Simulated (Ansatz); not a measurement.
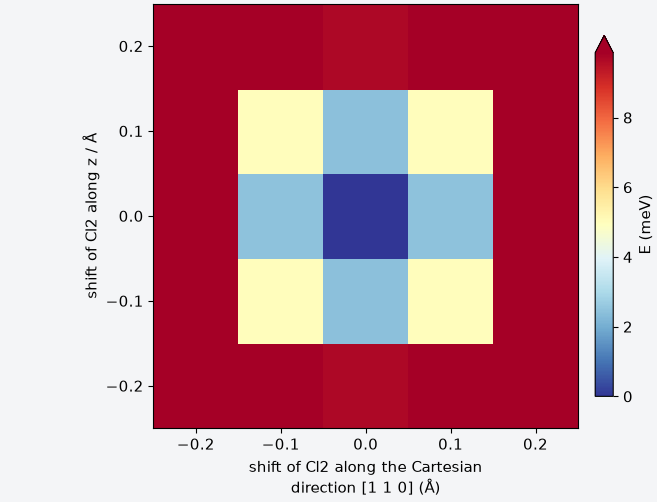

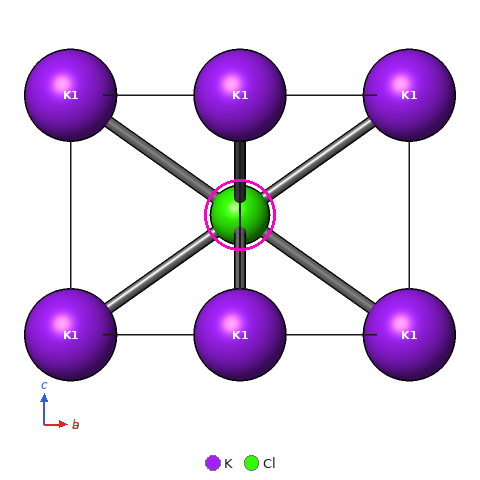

Energy landscape of KCl (Pm-3m, No. 221; 2 atoms in the cell). Atom Cl2 is moved over a plane while all other atoms and the cell stay fixed (its periodic images move with it) (x, y and z along the cube axes). Coordinates scanned: (1) shift of Cl2 along the Cartesian direction [1 1 0]; (2) shift of Cl2 along z. The scan uses a 5 × 5 grid; 9 points were computed and 16 follow by symmetry. Points are written as (first, second). Energies are in meV per cell, from the lowest grid point. The reference cell is the one listed in the database, not relaxed at this level. Theory: DFT PBEsol, scalar-relativistic, plane waves, PAW in Ansatz. Settings: cutoff 420 eV, k-mesh 6×6×6, gaussian smearing 0.05 eV, no spin polarisation.

The picture shows one coloured cell a grid point, one colour for all values above the top of the scale. The second picture is the structure at the lowest point

### Summarise what can be read from the map.

The lowest grid point is at (0.0 Å, 0.0 Å). It is the only kind of minimum in the scanned range. The highest grid point, (−0.2 Å, −0.2 Å), lies 22.4 meV above the lowest. Near the minimum the well is nearly round, with a curvature of about 0.47 eV/Å².
